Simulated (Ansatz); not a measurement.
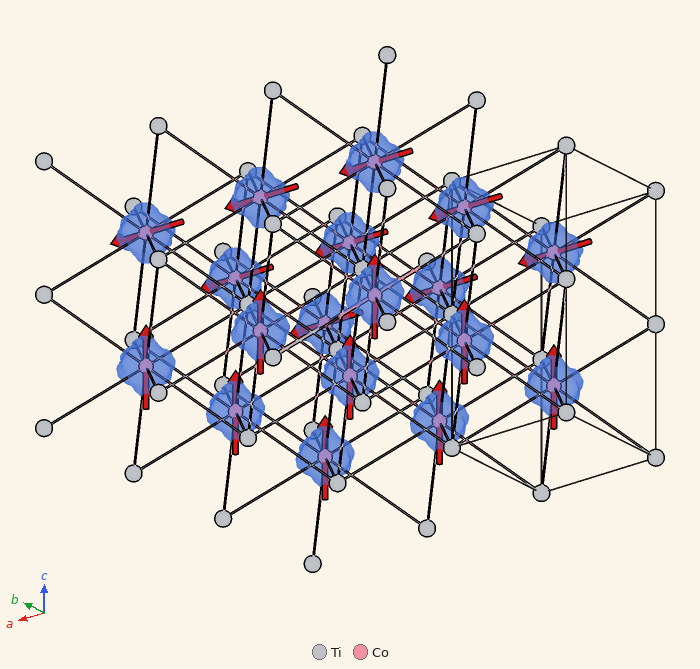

Figure. TiCo. Isosurface of the size of the magnetisation density at 0.3 e/Å³ (blue), with the spin moments of the magnetic sites as arrows; seen at an oblique angle.

Space group Pm-3m; a structure from a database of computed crystals, not necessarily the ambient phase; with non-collinear spins.

The calculation used Ansatz, DFT, PBE, PAW with Ansatz's default frozen-core files, scalar-relativistic.

Core electrons are frozen (PAW), and the valence fields are smoothed inside the atomic spheres.

### Describe the magnetic structure.

Spin moments: Co 0.9 μB. They are not collinear: the angles between them are about 90°, and a net moment remains.
